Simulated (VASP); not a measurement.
Single-point calculation of Si₅₃C (part 9 of 9)

Continued. System: Si₅₃C (defect cell, 54 atoms in the cell). Method: Kohn-Sham DFT of a periodic cell, PBE, VASP PAW PBE potentials, recommended, no spin polarisation (VASP 6.6.1); cutoff 450 eV, 2×2×2 k-mesh, Gaussian smearing of 0.01 eV. The structure derives from an entry of the Crystallography Open Database.

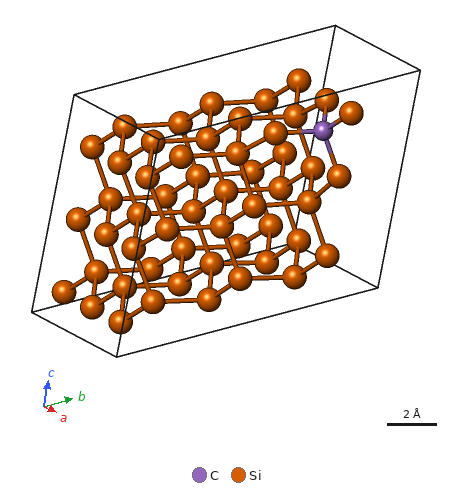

Fig. 1: The input geometry (ball-and-stick view of the cell of the calculation, seen slightly off an axis). An atom can appear more than once, as a periodic image.

### Parts of OUTCAR, continued
```
  15 f  =    7.315611 THz    45.965340 2PiTHz  244.022520 cm-1    30.254923 meV
             X         Y         Z           dx          dy          dz
    -12.304336 12.304336 12.304336     0.259839   -0.236426   -0.190528
     -6.790082  6.790082 12.299849            0           0           0
     -6.790082 12.299849  6.790082            0           0           0
    -12.299849  6.790082  6.790082            0           0           0
     -9.615700  9.615700 12.299849            0           0           0
     -1.367102  6.835788  6.835788            0           0           0
     -6.835788  1.367102  6.835788            0           0           0
     -9.615700 12.299849  9.615700            0           0           0
     -6.835788  6.835788  1.367102            0           0           0
    -12.299849  9.615700  9.615700            0           0           0
     -4.105933  9.615700  6.790082            0           0           0
     -9.615700  4.105933  6.790082            0           0           0
     -4.105933  6.790082  9.615700            0           0           0
     -1.367102  1.367102  1.367102            0           0           0
     -6.790082  4.105933  9.615700            0           0           0
     -9.615700  6.790082  4.105933            0           0           0
     -6.790082  9.615700  4.105933            0           0           0
     -6.837759  9.568023  9.568023            0           0           0
     -4.101445  4.101445  1.361605            0           0           0
     -9.568023  6.837759  9.568023            0           0           0
     -4.101445  1.361605  4.101445            0           0           0
     -1.361605  4.101445  4.101445            0           0           0
     -9.568023  9.568023  6.837759            0           0           0
     -6.841286  4.101445  4.101445            0           0           0
     -4.101445  6.841286  4.101445            0           0           0
     -4.101445  4.101445  6.841286            0           0           0
     -6.837759  6.837759  6.837759            0           0           0
    -13.493365 11.115308 11.115308     0.109717   -0.216590   -0.186363
     -8.199968  5.473286 10.932496            0           0           0
     -8.199968 10.932496  5.473286            0           0           0
    -13.493365 13.493365 13.493365     0.422152   -0.406762   -0.376543
    -10.932496  8.205814 10.932496            0           0           0
     -2.735754  5.467137  5.467137            0           0           0
     -8.202891  8.202891 13.671766            0           0           0
    -10.932496 10.932496  8.205814            0           0           0
     -8.202891 13.671766  8.202891            0           0           0
    -13.671766  8.202891  8.202891            0           0           0
     -5.473286  8.205814  5.473286            0           0           0
    -11.115308 11.115308 13.493365     0.282863   -0.267392   -0.013215
     -5.473286  5.473286  8.205814            0           0           0
     -2.734016  8.202891  8.202891            0           0           0
     -8.202891  2.734016  8.202891            0           0           0
    -11.115308 13.493365 11.115308     0.249166   -0.077079   -0.203577
     -8.202891  8.202891  2.734016            0           0           0
     -8.202891  8.202891  8.202891            0           0           0
     -5.473286 10.932496  8.199968            0           0           0
    -10.932496  5.473286  8.199968            0           0           0
     -5.473286  8.199968 10.932496            0           0           0
     -2.735754  2.735754  2.735754            0           0           0
    -10.932496  8.199968  5.473286            0           0           0
     -8.205814 10.932496 10.932496            0           0           0
     -5.467137  5.467137  2.735754            0           0           0
     -5.467137  2.735754  5.467137            0           0           0
     -8.205814  5.473286  5.473286            0           0           0
```

### CONTCAR
```
Si53C
    1.000000000000000
    -8.2028909999999993    8.2028909999999993    0.0000000000000000
    -8.2028909999999993    0.0000000000000000    8.2028909999999993
     0.0000000000000000    8.2028909999999993    8.2028909999999993
  C               Si
     1    53
Selective dynamics
Direct
     0.7500000000000000    0.7500000000000000    0.7500000000000000   T   T   T
     0.0780405548544465    0.7497264480489534    0.7497264480489534   F   F   F
     0.7497264480489534    0.0780405548544465    0.7497264480489534   F   F   F
     0.7497264480489534    0.7497264480489534    0.0780405548544465   F   F   F
     0.4225065490476538    0.7497264480489534    0.7497264480489534   F   F   F
     0.0833305268131141    0.0833305268131141    0.7500084095606709   F   F   F
     0.0833305268131141    0.7500084095606709    0.0833305268131141   F   F   F
     0.7497264480489534    0.4225065490476538    0.7497264480489534   F   F   F
     0.7500084095606709    0.0833305268131141    0.0833305268131141   F   F   F
     0.7497264480489534    0.7497264480489534    0.4225065490476538   F   F   F
     0.4225065490476538    0.0780405548544465    0.7497264480489534   F   F   F
     0.4225065490476538    0.7497264480489534    0.0780405548544465   F   F   F
     0.0780405548544465    0.4225065490476538    0.7497264480489534   F   F   F
     0.0833305268131141    0.0833305268131141    0.0833305268131141   F   F   F
     0.0780405548544465    0.7497264480489534    0.4225065490476538   F   F   F
     0.7497264480489534    0.4225065490476538    0.0780405548544465   F   F   F
     0.7497264480489534    0.0780405548544465    0.4225065490476538   F   F   F
     0.4167895687516605    0.4167895687516605    0.7496313037450051   F   F   F
     0.4170045699138143    0.0829954300861857    0.0829954300861857   F   F   F
     0.4167895687516605    0.7496313037450051    0.4167895687516605   F   F   F
     0.0829954300861857    0.4170045699138143    0.0829954300861857   F   F   F
     0.0829954300861857    0.0829954300861857    0.4170045699138143   F   F   F
     0.7496313037450051    0.4167895687516605    0.4167895687516605   F   F   F
     0.4170045699138143    0.4170045699138143    0.0829954300861857   F   F   F
     0.4170045699138143    0.0829954300861857    0.4170045699138143   F   F   F
     0.0829954300861857    0.4170045699138143    0.4170045699138143   F   F   F
     0.4167895687516605    0.4167895687516605    0.4167895687516605   F   F   F
     0.8224762089318318    0.8224762089318318    0.5325713632045037   T   T   T
     0.1670605518812565    0.8325831665626779    0.5001781407780328   F   F   F
     0.8325831665626779    0.1670605518812565    0.5001781407780328   F   F   F
     0.8224762089318318    0.8224762089318318    0.8224762089318318   T   T   T
     0.5001781407780328    0.8325831665626779    0.5001781407780328   F   F   F
     0.1667554822985409    0.1667554822985409    0.4997335631043640   F   F   F
     0.1666495300437703    0.8333504699562297    0.8333504699562297   F   F   F
     0.8325831665626779    0.5001781407780328    0.5001781407780328   F   F   F
     0.8333504699562297    0.1666495300437703    0.8333504699562297   F   F   F
     0.8333504699562297    0.8333504699562297    0.1666495300437703   F   F   F
     0.5001781407780328    0.1670605518812565    0.5001781407780328   F   F   F
     0.5325713632045037    0.8224762089318318    0.8224762089318318   T   T   T
     0.1670605518812565    0.5001781407780328    0.5001781407780328   F   F   F
     0.1666495300437703    0.1666495300437703    0.8333504699562297   F   F   F
     0.1666495300437703    0.8333504699562297    0.1666495300437703   F   F   F
     0.8233905207275146    0.5316570514088209    0.8215618971361490   T   T   T
     0.8333504699562297    0.1666495300437703    0.1666495300437703   F   F   F
     0.5000000000000000    0.5000000000000000    0.5000000000000000   F   F   F
     0.5001781407780328    0.1670605518812565    0.8325831665626779   F   F   F
     0.5001781407780328    0.8325831665626779    0.1670605518812565   F   F   F
     0.1670605518812565    0.5001781407780328    0.8325831665626779   F   F   F
     0.1667554822985409    0.1667554822985409    0.1667554822985409   F   F   F
     0.8325831665626779    0.5001781407780328    0.1670605518812565   F   F   F
     0.5001781407780328    0.5001781407780328    0.8325831665626779   F   F   F
     0.4997335631043640    0.1667554822985409    0.1667554822985409   F   F   F
     0.1667554822985409    0.4997335631043640    0.1667554822985409   F   F   F
     0.5001781407780328    0.5001781407780328    0.1670605518812565   F   F   F

  0.00000000E+00  0.00000000E+00  0.00000000E+00
  0.00000000E+00  0.00000000E+00  0.00000000E+00
  0.00000000E+00  0.00000000E+00  0.00000000E+00
  0.00000000E+00  0.00000000E+00  0.00000000E+00
  0.00000000E+00  0.00000000E+00  0.00000000E+00
  0.00000000E+00  0.00000000E+00  0.00000000E+00
  0.00000000E+00  0.00000000E+00  0.00000000E+00
  0.00000000E+00  0.00000000E+00  0.00000000E+00
  0.00000000E+00  0.00000000E+00  0.00000000E+00
  0.00000000E+00  0.00000000E+00  0.00000000E+00
  0.00000000E+00  0.00000000E+00  0.00000000E+00
  0.00000000E+00  0.00000000E+00  0.00000000E+00
  0.00000000E+00  0.00000000E+00  0.00000000E+00
  0.00000000E+00  0.00000000E+00  0.00000000E+00
  0.00000000E+00  0.00000000E+00  0.00000000E+00
  0.00000000E+00  0.00000000E+00  0.00000000E+00
  0.00000000E+00  0.00000000E+00  0.00000000E+00
  0.00000000E+00  0.00000000E+00  0.00000000E+00
  0.00000000E+00  0.00000000E+00  0.00000000E+00
  0.00000000E+00  0.00000000E+00  0.00000000E+00
  0.00000000E+00  0.00000000E+00  0.00000000E+00
  0.00000000E+00  0.00000000E+00  0.00000000E+00
  0.00000000E+00  0.00000000E+00  0.00000000E+00
  0.00000000E+00  0.00000000E+00  0.00000000E+00
  0.00000000E+00  0.00000000E+00  0.00000000E+00
  0.00000000E+00  0.00000000E+00  0.00000000E+00
  0.00000000E+00  0.00000000E+00  0.00000000E+00
  0.00000000E+00  0.00000000E+00  0.00000000E+00
  0.00000000E+00  0.00000000E+00  0.00000000E+00
  0.00000000E+00  0.00000000E+00  0.00000000E+00
  0.00000000E+00  0.00000000E+00  0.00000000E+00
  0.00000000E+00  0.00000000E+00  0.00000000E+00
  0.00000000E+00  0.00000000E+00  0.00000000E+00
  0.00000000E+00  0.00000000E+00  0.00000000E+00
  0.00000000E+00  0.00000000E+00  0.00000000E+00
  0.00000000E+00  0.00000000E+00  0.00000000E+00
  0.00000000E+00  0.00000000E+00  0.00000000E+00
  0.00000000E+00  0.00000000E+00  0.00000000E+00
  0.00000000E+00  0.00000000E+00  0.00000000E+00
  0.00000000E+00  0.00000000E+00  0.00000000E+00
  0.00000000E+00  0.00000000E+00  0.00000000E+00
  0.00000000E+00  0.00000000E+00  0.00000000E+00
  0.00000000E+00  0.00000000E+00  0.00000000E+00
  0.00000000E+00  0.00000000E+00  0.00000000E+00
  0.00000000E+00  0.00000000E+00  0.00000000E+00
  0.00000000E+00  0.00000000E+00  0.00000000E+00
  0.00000000E+00  0.00000000E+00  0.00000000E+00
  0.00000000E+00  0.00000000E+00  0.00000000E+00
  0.00000000E+00  0.00000000E+00  0.00000000E+00
  0.00000000E+00  0.00000000E+00  0.00000000E+00
  0.00000000E+00  0.00000000E+00  0.00000000E+00
  0.00000000E+00  0.00000000E+00  0.00000000E+00
  0.00000000E+00  0.00000000E+00  0.00000000E+00
  0.00000000E+00  0.00000000E+00  0.00000000E+00
```

### Results in brief

```tsv
quantity	value
outcome	converged
electrons treated	216
gap on the k-point mesh	0.33 eV
hardware	1 × NVIDIA H100 80GB, 1 thread of AMD EPYC (Zen 3), 1656 GiB of memory available, shared host
wall time	1.7 h
peak memory	1.8 GiB
```
